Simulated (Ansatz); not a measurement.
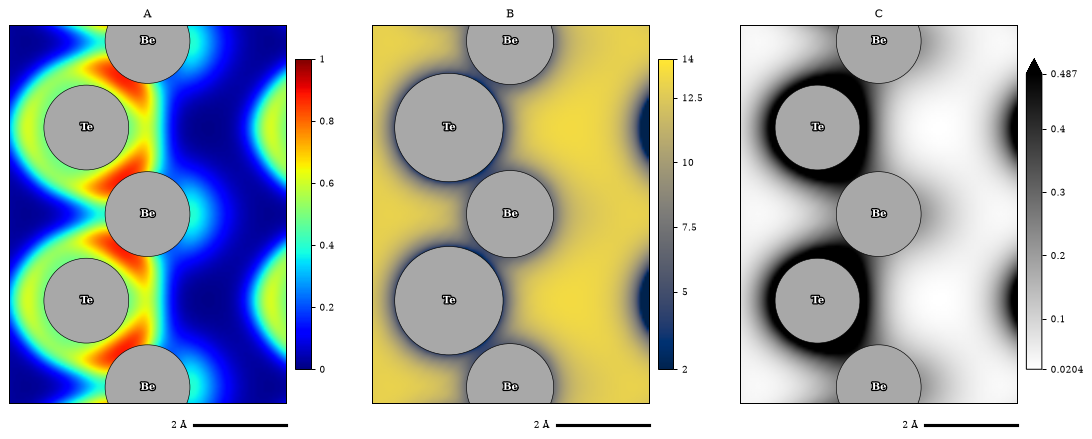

BeTe: 3 fields on the (110) plane of the conventional cell, with unlabelled colour scales. Grey discs cover the atomic cores.

Space group F-43m; changed on purpose from its base cell (strained and moved within the space group); computed pressure about 15 GPa in this cell.

Level of theory: DFT PBE, scalar-relativistic, plane waves, PAW (Ansatz 0.2.0).

Question: The panels show electron localisation function, electrostatic potential energy of an electron and valence pseudo-density in some order. Assign them.

Answer: Panel A: electron localisation function. Panel B: electrostatic potential energy of an electron (low next to the atoms, rising into the space between them). Panel C: valence pseudo-density. From the grid: Be–Te (2.31 Å): ρ at the midpoint is about 0.61 e/Å³; the ELF peaks at about 0.90 between the atoms, as expected for a shared electron pair.
